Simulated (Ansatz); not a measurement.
# Sn7O8 (cell with a defect): what the fields show

```yaml
crystal:
  lattice:
    - [3.83656, 3.83656, -4.75945]
    - [-3.83656, 3.83656, 4.75945]
    - [3.83656, -3.83656, 4.75945]
  atoms:
    - { symbol: Sn, position: [0.25000, 0.61781, 0.86781] }
    - { symbol: Sn, position: [0.75000, 0.61450, 0.36450] }
    - { symbol: Sn, position: [0.75000, 0.11450, 0.86450] }
    - { symbol: Sn, position: [0.25000, 0.64574, 0.37754] }
    - { symbol: Sn, position: [0.25000, 0.12754, 0.89574] }
    - { symbol: Sn, position: [0.73181, 0.12754, 0.37754] }
    - { symbol: Sn, position: [0.76819, 0.64574, 0.89574] }
    - { symbol: O, position: [0.97932, 0.99337, 0.97268] }
    - { symbol: O, position: [0.00800, 0.50286, 0.51086] }
    - { symbol: O, position: [0.49200, 0.50286, 0.99486] }
    - { symbol: O, position: [0.52068, 0.99337, 0.51405] }
    - { symbol: O, position: [0.52068, 0.26405, 0.24337] }
    - { symbol: O, position: [0.49200, 0.74486, 0.75286] }
    - { symbol: O, position: [0.97932, 0.72268, 0.24337] }
    - { symbol: O, position: [0.00800, 0.26086, 0.75286] }
```

Computed with Ansatz, DFT PBE+D3(BJ), scalar-relativistic, plane waves, PAW.

The density is the valence pseudo-density of a PAW calculation; it isn't the true density close to the nuclei.

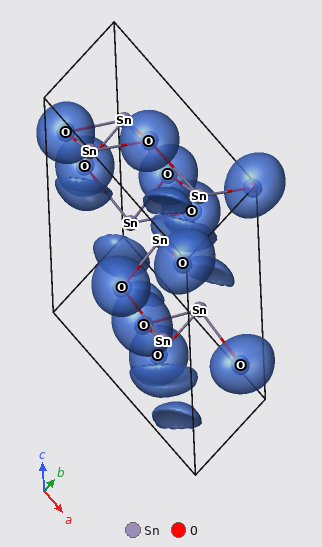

Figure 1. Isosurface of the electron localisation function at 0.6 (blue), seen slightly off an axis. Core shells and regions of very low density are left out. Sticks mark near contacts.

**What do the ELF domains correspond to?**

The ELF exceeds this value in seven lobes on Sn, pointing away from the bonds (lone pairs) and eight regions wrapped around O (the valence shell of each), counted in one cell of 15 atoms. Any copies at cell faces, edges or corners count once. Along the contacts the grid gives the following. Sn–O (2.10 Å): the ELF peaks at about 0.80 in the valence shell of O, 0.6 Å from its nucleus, and is about 0.25 at the midpoint: no localised pair shows between them. Sn–O (2.16 Å): the ELF peaks at about 0.85 in the valence shell of O, 0.6 Å from its nucleus, and is about 0.25 at the midpoint (no localised pair shows between them).

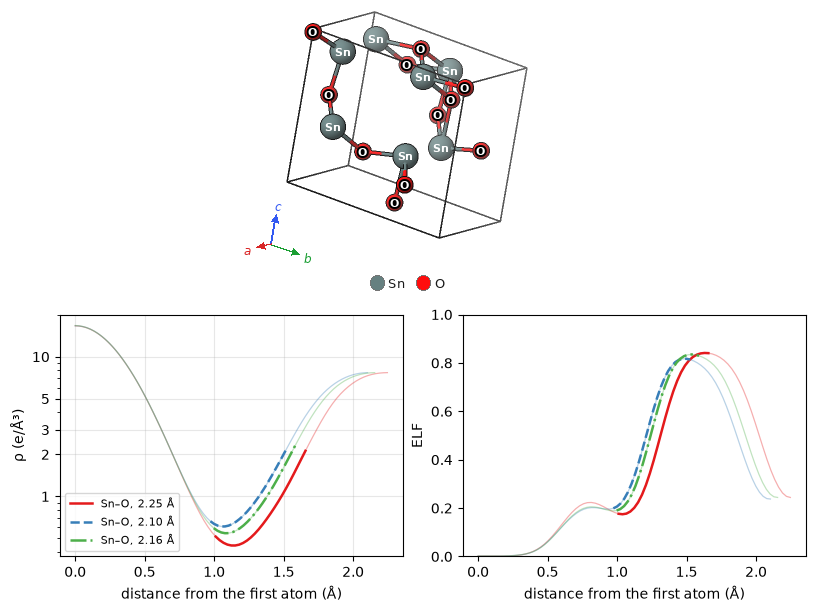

Figure 2. Valence pseudo-density and ELF along straight lines between neighbouring atoms. Thin, pale parts lie inside the atomic spheres. The structure is drawn too.

**Compare the contacts.**

Sn–O (2.25 Å): the density is about 0.45 e/Å³ at the midpoint; the ELF peaks at about 0.85 in the valence shell of O, 0.6 Å from its nucleus, and is about 0.20 at the midpoint (no localised pair shows between them).
Sn–O (2.10 Å): ρ is about 0.61 e/Å³ halfway; the ELF peaks at about 0.80 in the valence shell of O, 0.6 Å from its nucleus, and is about 0.25 at the midpoint (no shared electron pair shows on this line).
Sn–O (2.16 Å): ρ at the midpoint is about 0.55 e/Å³; the ELF peaks at about 0.85 in the valence shell of O, 0.6 Å from its nucleus, and is about 0.25 at the midpoint; no shared electron pair shows on this line.

**Does the calculation make it a metal, or give it a gap?**

It is metallic or semimetallic at this level of theory: no gap opens.
